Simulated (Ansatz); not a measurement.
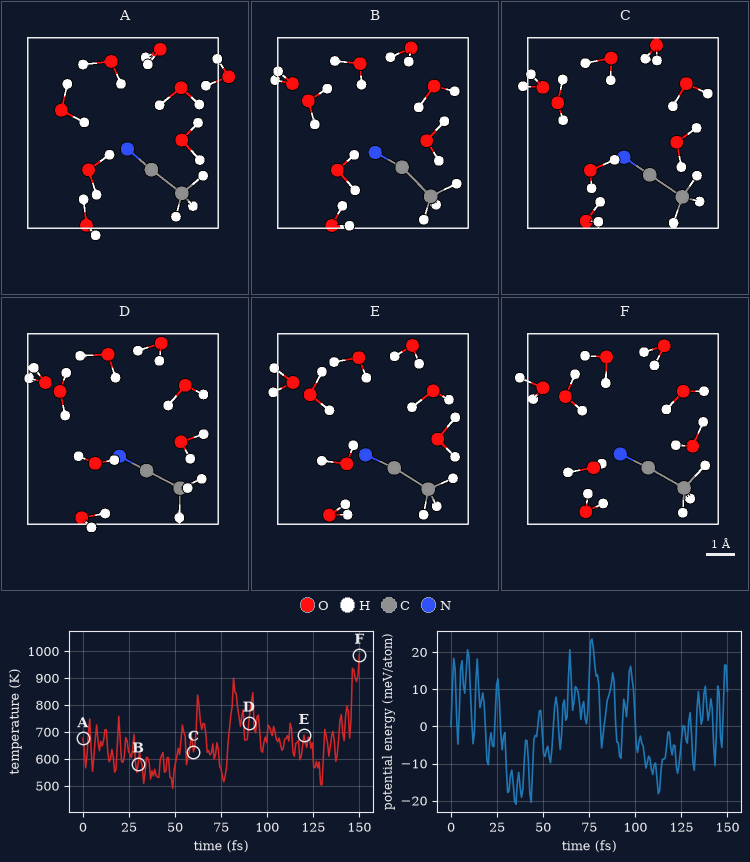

A Born-Oppenheimer molecular dynamics run of a periodic cell with 8 H2O + 1 CH3CN at 0.94 g/cm³, 150 fs long. It starts from the last geometry of an earlier run, with fresh velocities. Frames (A at 0 fs, B at 30 fs, C at 60 fs, D at 90 fs, E at 120 fs, F at 150 fs) and the history of the run. A ball-and-stick model of the simulation cell, seen along the a axis. Atoms that leave the cell re-enter on the other side.

Method: Ansatz 0.2.0, DFT PBE-D3(BJ), scalar-relativistic, plane waves, PAW. Set-up: plane-wave cutoff 150 eV; k-point mesh 1 × 1 × 1; Fermi-Dirac smearing 0.05 eV; Langevin thermostat (NVT); set temperature 700 K; time step 0.75 fs; friction 0.05 per fs.

The input:
```yaml
crystal:
  lattice:
    - [6.889419, 0.0, 0.0]
    - [0.0, 6.889419, 0.0]
    - [0.0, 0.0, 6.889419]
  atoms:
    - { symbol: O, position: [0.9417768, 0.17291479, 0.61565521] }
    - { symbol: H, position: [0.98617359, 0.29319395, 0.55186129] }
    - { symbol: H, position: [0.94085124, 0.2043275, 0.75378484] }
    - { symbol: O, position: [0.35720195, 1.05157314, 0.79190136] }
    - { symbol: H, position: [0.28215892, 0.93171999, 0.74503349] }
    - { symbol: H, position: [0.44540767, 0.99173067, 0.88564076] }
    - { symbol: O, position: [0.29697764, 0.43512763, 0.87194485] }
    - { symbol: H, position: [0.24236821, 0.48584589, 0.75399099] }
    - { symbol: H, position: [0.32761202, 0.28641557, 0.85589839] }
    - { symbol: O, position: [0.60015048, 0.69225361, 0.935684] }
    - { symbol: H, position: [0.70588582, 0.62672469, 0.85646653] }
    - { symbol: H, position: [0.49108164, 0.61568395, 0.8933907] }
    - { symbol: O, position: [0.62896775, 0.80485654, 0.45912851] }
    - { symbol: H, position: [0.56292945, 0.89039652, 0.54975915] }
    - { symbol: H, position: [0.65473453, 0.90000141, 0.35421112] }
    - { symbol: O, position: [0.9068762, 0.30461566, 0.01122413] }
    - { symbol: H, position: [0.92244941, 0.28928642, 0.1475825] }
    - { symbol: H, position: [1.03234595, 0.35249697, -0.04119777] }
    - { symbol: O, position: [0.05154117, 0.80140981, 0.7337869] }
    - { symbol: H, position: [0.04865171, 0.68829319, 0.64255286] }
    - { symbol: H, position: [0.00068264, 0.89768081, 0.64590531] }
    - { symbol: O, position: [0.6052285, 0.31554658, 0.30291773] }
    - { symbol: H, position: [0.55347398, 0.4255289, 0.38190819] }
    - { symbol: H, position: [0.61543, 0.35738417, 0.17181305] }
    - { symbol: C, position: [0.17956183, 0.80527994, 0.17932649] }
    - { symbol: C, position: [0.12936309, 0.64583658, 0.30364916] }
    - { symbol: "N", position: [0.08238335, 0.51977982, 0.41206535] }
    - { symbol: H, position: [0.27431738, 0.77465073, 0.05659103] }
    - { symbol: H, position: [0.04622423, 0.86379858, 0.11250634] }
    - { symbol: H, position: [0.25250597, 0.91686335, 0.27182544] }
basis:
  ecutwfc: 150.0
kpoints:
  mp_grid: { grid: [1, 1, 1] }
hamiltonian:
  xc: pbe
  dispersion: d3bj
scf:
  occupations: { method: fermi_dirac, width: 0.05 }
  lower_state_search: "off"
  max_iter: 59
md:
  timestep: 0.75
  n_steps: 200
  ensemble: nvt_langevin
  temperature: 700.0
  initial_velocities: maxwell_boltzmann
  seed: 878045
  friction: 0.05
```

Command:
```bash
ansatz run input.yaml --threads 1 --pin off --max-ram 3072MiB --backend cpu --events-out ev --progress --plain --runs-dir out
```

### What do the frames and curves show?

Over the second half the temperature averages 694 K (spread ±95 K). The potential energy in the second half lies on average 0.5 meV per atom above the first frame. Root-mean-square distances from the starting positions over the second half, with the common drift of all atoms taken out: H 0.93 Å, N 0.63 Å, C 0.37 Å, O 0.36 Å. The heavy atoms stay within a fraction of a molecule's size of their starting places; so short a run doesn't tell a liquid from a solid. The plane-wave cutoff is below what these potentials need, so energies and forces are off.

Limits of the set-up: the cutoff lies below the recommended one; the periodic images lie only 6.9 Å apart, so the values are limited by the cell's size.

Cost: 2.1 min on 1 thread of Arm Neoverse V2, on a shared host, peak memory 0.27 GiB.
